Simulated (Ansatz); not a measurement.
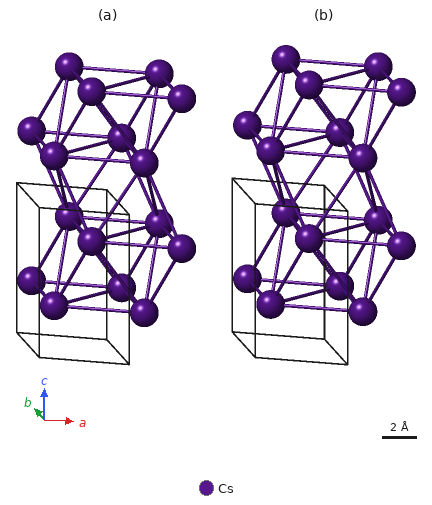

Left: a symmetric starting cell of Cs. Right: the same structure after one change, at the same scale. A ball-and-stick model of the cell of the calculation, repeated 2 × 2 × 2 with one cell outlined, seen from a free direction.

The calculation used DFT LDA, scalar-relativistic, plane waves, PAW in Ansatz 0.2.0. Set-up: plane-wave cutoff 420 eV; k-point mesh 9 × 9 × 6; occupations gaussian; smearing width 0.1 eV; no spin polarisation.

**What was changed?**

All lengths are scaled by +2.5 % (volume +7.8 %), the atoms keeping their fractional coordinates. No relaxation follows. The starting cell wasn't computed here and needn't be at equilibrium, so pressure and forces aren't due to the change alone.

**What does the change do?**

The pressure is −0.5 GPa (not all of it need come from the change, since the unchanged cell can be under pressure at this level too). All forces vanish by symmetry. Near-neighbour distances before and after: Cs–Cs 5.635 → 5.778 Å, Cs–Cs 5.566 → 5.707 Å. The space group stays P6_3/mmc (No. 194).
